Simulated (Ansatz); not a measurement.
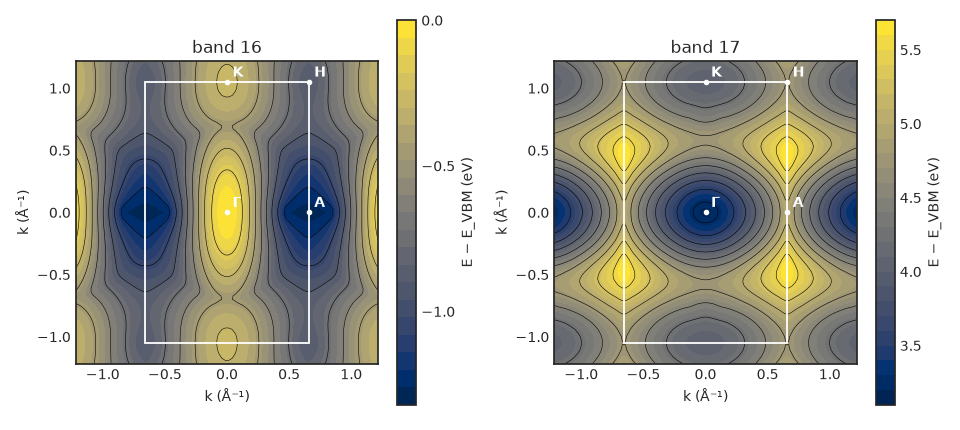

Two bands of CaO (space group P6_3/mmc, No. 194) over the plane through Γ, A and K: the highest mostly filled and the lowest mostly empty one.

Level of theory: Ansatz 0.2.0, DFT PBE, scalar-relativistic, plane waves, PAW; levels and slopes on a dense k mesh at the converged density. No spin polarisation. The levels come from a k mesh of 30×30×22 points. The geometry was not relaxed. The cell comes from a database of computed structures, not from a measurement.

**Give both levels and their distance at the named points.**

```json
{"point": "Γ", "lower band (eV)": "0.00", "upper band (eV)": "3.18", "distance (eV)": "3.18"}
{"point": "A", "lower band (eV)": "−1.28", "upper band (eV)": "4.98", "distance (eV)": "6.26"}
{"point": "K", "lower band (eV)": "−0.28", "upper band (eV)": "4.04", "distance (eV)": "4.32"}
{"point": "H", "lower band (eV)": "−0.91", "upper band (eV)": "4.76", "distance (eV)": "5.67"}
```

**Where are the band edges of the whole zone?**

The valence band has one maximum at Γ, principal masses 0.37, 2.77 and 2.77 mₑ; the conduction band has one minimum at Γ, principal masses 0.39, 0.39 and 0.54 mₑ. The gap is direct, 3.18 eV at this level of theory, which underestimates gaps and can reorder valleys that lie close.
